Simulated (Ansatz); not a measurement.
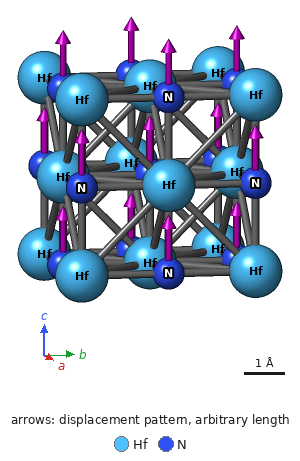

One vibrational mode of crystalline HfN relaxed at 6 GPa at the zone centre. The purple arrows are the displacements of the atoms (eigenvector over the root of the mass), of arbitrary overall length and sign. The picture is a ball-and-stick view of the conventional cell (4 times the calculation's cell), seen slightly off an axis. Lengths and directions refer to the drawn axes.

Theory: DFT PBEsol, scalar-relativistic, plane waves, PAW in Ansatz 0.2.0.

Input file:
```yaml
crystal:
  lattice:
    - [0.0, 2.2360003746, 2.2360003746]
    - [2.2360003746, 0.0, 2.2360003746]
    - [2.2360003746, 2.2360003746, 0.0]
  atoms:
    - { symbol: Hf, position: [0.0, 0.0, 0.0] }
    - { symbol: "N", position: [0.5, 0.5, 0.5] }
basis:
  ecutwfc: 420
kpoints:
  mp_grid: { grid: [16, 16, 16] }
hamiltonian:
  xc: pbesol
scf:
  occupations: { method: fermi_dirac, width: 0.15 }
output:
  eigenvalues: true
phonons:
  method: dfpt
  eigenvectors: true
```

Command:
```bash
ansatz run input.yaml --threads 1 --pin off --max-ram 3072MiB --backend cpu --events-out ev --progress --plain --runs-dir out
```

The frequencies depend somewhat on the k-mesh and the smearing.

Describe the mode and give its frequency.

This is the T₁u mode (triply degenerate; one member of the set is drawn) at 15.6 THz, the only optical level, infrared-active by symmetry. The N sublattice moves against the Hf sublattice, along c; it stretches the shortest Hf–N bonds (2.24 Å); the kinetic energy is shared as N 93 %, Hf 7 %. The crystal is a metal, so free carriers screen the infrared response.
